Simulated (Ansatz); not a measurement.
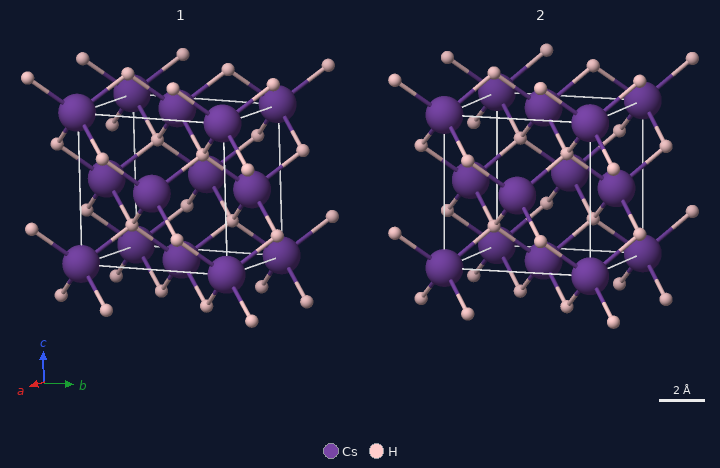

Two geometries of solid CsH (built on the zincblende type) at its r2SCAN-relaxed geometry: one is the relaxed structure, the other was perturbed away from it. A ball-and-stick model of the conventional cell (4 times the calculation's cell), seen slightly off an axis. Lengths and directions refer to the drawn axes.

The calculation used DFT, r2SCAN, plane waves, PAW (Ansatz 0.2.0). Settings: plane-wave cutoff 500 eV; k-point mesh 6 × 6 × 6; occupations fixed; no spin polarisation.

> Which one is perturbed?

Structure 1 is the perturbed one. The cell is strained by +3.1 % along [1 −1 1] and −3.0 % across it (volume −3.0 %). The atoms and the free axis were relaxed with r2SCAN under that strain, and this is a single point on that geometry. Energy change: +2.3 meV per atom. The pressure goes from 0.0 to 0.2 GPa. The principal stresses (compression positive) are 0.0 GPa along [1 −1 1] and 0.3 GPa across it. The forces stay under 0.01 eV/Å. The band gap: 3.14 eV before, 3.13 eV after. Some distances before and after: Cs–H 3.027 → 2.993 to 3.022 Å. The space group (tolerance 0.01 Å) goes from F-43m (No. 216) to R3m (No. 160).
